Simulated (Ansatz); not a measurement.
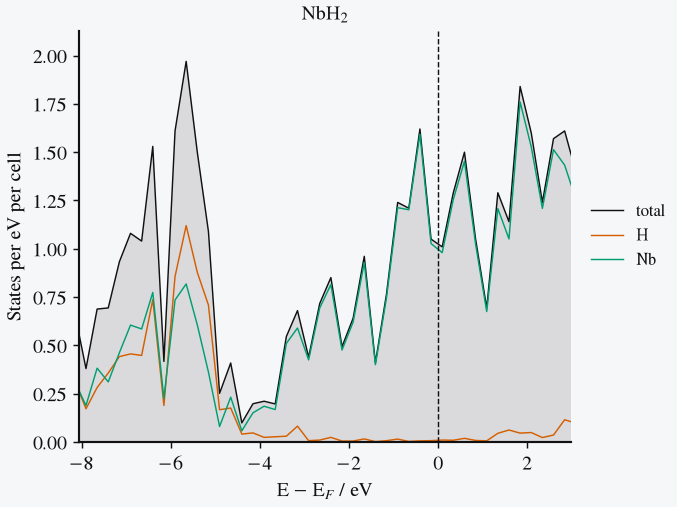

Density of states. Energies are counted from the Fermi level. The partial curves are projected on Löwdin-orthogonalised atomic shells.

Structure: NbH2, space group Fm-3m, 3 atoms in the cell, a database entry, rescaled; a = 3.27 Å, b = 3.27 Å, c = 3.27 Å, α = 60.00°, β = 60.00°, γ = 60.00°.

Ansatz 0.2.0; DFT with PBEsol, PAW plane waves, spin-orbit coupling, Ueff = 2.84 eV on Nb d, 8×8×8 k mesh, 420 eV cutoff, Gaussian smearing of 0.11 eV.

What is the density of states at the Fermi level?

It is a metal. The density of states at the Fermi level is about 1 per eV and cell (mean within 0.25 eV), or 0.34 per atom.

Which states dominate at the Fermi level?

By projected weight, the states within 0.3 eV of the Fermi level are Nb almost alone.

This magnetic state lies 6 meV an atom above the lowest one found. The run is magnetic, with a net spin moment of 0.3 μB a cell, so time reversal doesn't pair the spinor levels. The cell is at −10 GPa in this functional.
